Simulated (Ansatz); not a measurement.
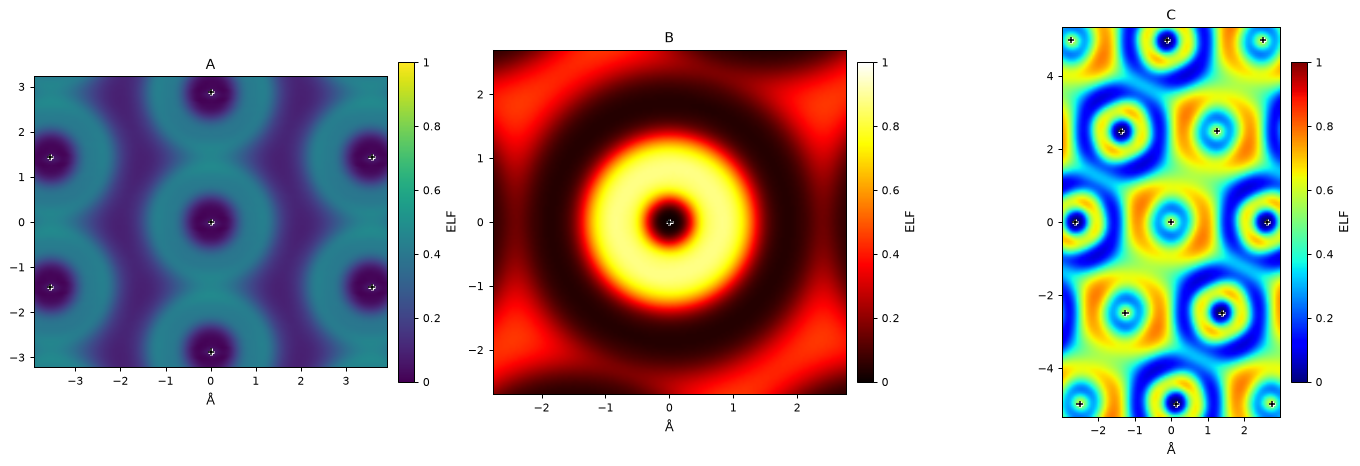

The ELF of 3 systems, each on a plane through atoms (crosses mark nuclei in the plane).

Method: Kohn-Sham DFT of a periodic cell, PBEsol, Ansatz PAW (Ansatz 0.2.0).

System 1: Rb, the (101̄) plane of the conventional cell. Space group P-1; changed on purpose from its base cell (cell strained at random at fixed volume).

```
CELL_PARAMETERS angstrom
2.83870 2.74882 2.70783
-2.84329 -2.78152 2.74511
2.92087 -2.82641 -2.71242
ATOMIC_POSITIONS crystal
Rb 0.50000 0.00000 0.50000
```

System 2: TiSi, the (111) plane of the conventional cell. Space group Cmmm; a structure from a database of computed crystals, not necessarily the ambient phase; computed pressure about −4 GPa in this cell.

```cif
data_structure
_symmetry_space_group_name_H-M 'P 1'
_symmetry_Int_Tables_number 1
_cell_length_a 3.6324
_cell_length_b 4.2352
_cell_length_c 3.8039
_cell_angle_alpha 90.000
_cell_angle_beta 90.000
_cell_angle_gamma 90.000
_cell_volume 58.52
loop_
_atom_site_label
_atom_site_type_symbol
_atom_site_fract_x
_atom_site_fract_y
_atom_site_fract_z
_atom_site_occupancy
Ti1 Ti 0.00000 0.50000 0.00000 1
Ti2 Ti 0.50000 0.00000 0.00000 1
Si1 Si 0.00000 0.00000 0.50000 1
Si2 Si 0.50000 0.50000 0.50000 1
```

System 3: Ge, the (001) plane of the conventional cell. Space group C2/c; a structure from a database of computed crystals, not necessarily the ambient phase; computed pressure about −2 GPa in this cell.

```
Ge
1.0
     4.88576   -5.20189    0.00000
     0.00000    0.00000    2.87389
    -4.99180   -0.09984    0.00000
Ge
4
Cartesian
  -1.2479 -0.0250 0.9026
  1.1949 -2.6259 2.3395
  -1.3010 -2.6758 0.5344
  -3.7438 -0.0749 1.9713
```

Which map belongs to which system?

Answer. Panel A is system 3, Ge: the plane holds Ge. Ge–Ge (2.87 Å): the ELF is about 0.45 at the midpoint. Panel B is system 1, Rb: the plane holds Rb. Panel C is system 2, TiSi: the plane holds Ti and Si. Ti–Si (2.63 Å): the ELF peaks at about 0.75 in the valence shell of Si, 0.9 Å from its nucleus, and is about 0.40 at the midpoint.
